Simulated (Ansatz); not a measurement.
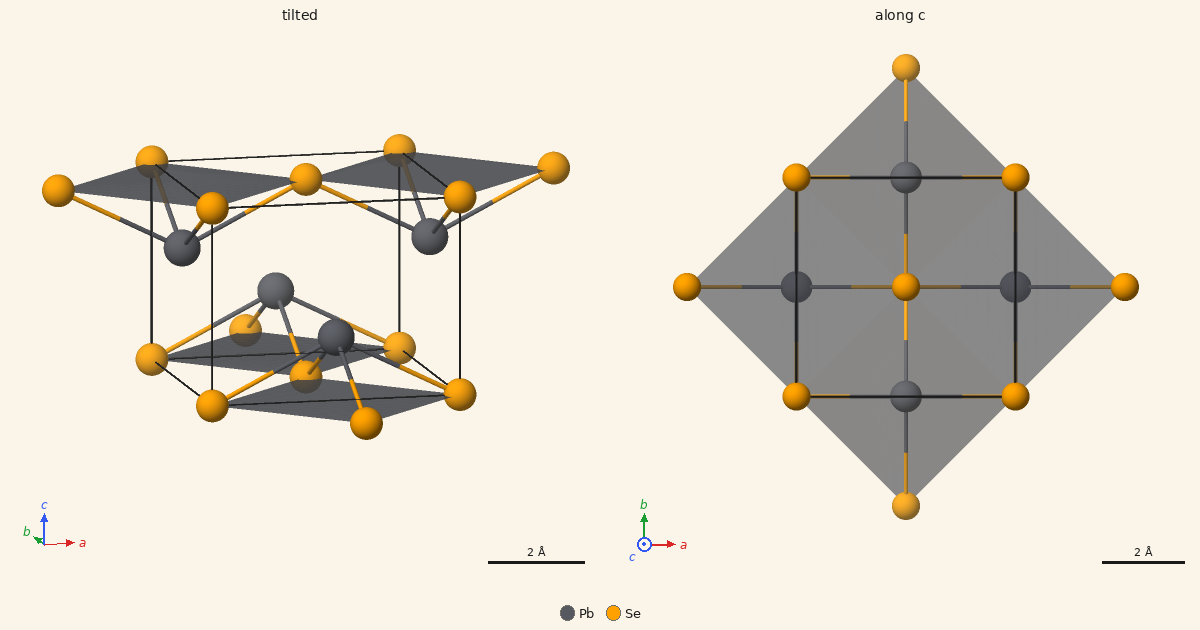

This polyhedral model is shown slightly off an axis and along the c axis. The edges of the conventional unit cell are marked. Some neighbours outside the box are added.

PbSe, space group P4/nmm (No. 129), a = 5.349 Å, b = 5.349 Å, c = 4.221 Å, α = 90.00°, β = 90.00°, γ = 90.00°. Starting structure: a structure type filled with these elements by a generator (whether the compound takes this form wasn't checked). Earlier steps of the study may have refined or changed the cell and positions. An electronic-structure calculation with Ansatz was run on it.

This one geometry was computed with Ansatz (DFT, plane waves, PAW) at six levels of theory: HSE06, r2SCAN, PBEsol, LDA, PBE with spin-orbit coupling and PBE.

Which level gives the highest pressure at this volume, and what does that say about its equilibrium volume?

Highest: PBE with spin-orbit coupling (-0.1 GPa) and PBE (0.0 GPa), which points to the largest equilibrium volume. Lowest, with the smallest volume: LDA (-4.0 GPa). Levels within 0.5 GPa of each other can't be told apart.

How does the band gap change with the level of theory?

PBE with spin-orbit coupling: a gap of 0.20 eV on the k-mesh; LDA: a gap of 0.32 eV on the k-mesh; PBEsol: a gap of 0.36 eV on the k-mesh; PBE: a gap of 0.43 eV, indirect; r2SCAN: a gap of 0.71 eV on the k-mesh; HSE06: a gap of 1.32 eV on the k-mesh.

Collect the results in a table.

| level | cutoff (eV) | k-mesh of the run's cell | gap (eV) | pressure (GPa) |
| --- | --- | --- | --- | --- |
| HSE06 | 420 | 4×4×4 | 1.32 | -1.2 |
| r2SCAN | 500 | 6×6×8 | 0.71 | -1.1 |
| PBEsol | 420 | 6×6×8 | 0.36 | -2.6 |
| LDA | 420 | 6×6×8 | 0.32 | -4.0 |
| PBE with spin-orbit coupling | 420 | 6×6×8 | 0.20 | -0.1 |
| PBE | 420 | 6×6×8 | 0.43 | 0.0 |

Gaps are taken on the k-mesh or band path of each run.
